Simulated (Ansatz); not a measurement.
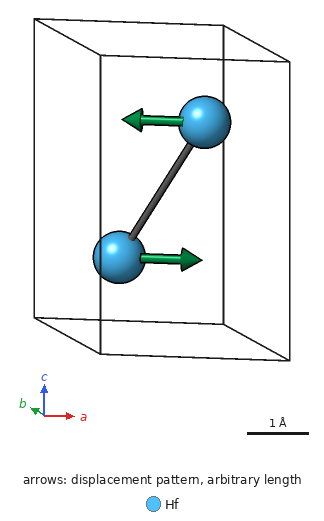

Phonons of crystalline Hf, space group P6₃/mmc (No. 194), at the zone centre. The optical levels lie at 71 (×2), 112 cm⁻¹. One mode is drawn. Displacements are drawn as green arrows; their common scale and sign are arbitrary. A ball-and-stick model of the cell of the calculation, seen slightly off an axis.

These are results of DFT PBEsol, scalar-relativistic, plane waves, PAW in Ansatz 0.2.0, not measurements. (plane-wave cutoff 420 eV; k-point mesh 18 × 18 × 8; occupations fermi dirac; smearing width 0.15 eV; no spin polarisation)

The frequencies depend somewhat on the k-mesh and the smearing.

### To which level does it belong?

The level at 71 cm⁻¹. This is the E₂g mode (doubly degenerate; one member of the set is drawn), the lowest optical level, Raman-active by symmetry. All motion is along a; atoms of one kind move against one another, with no net shift of their sublattice.
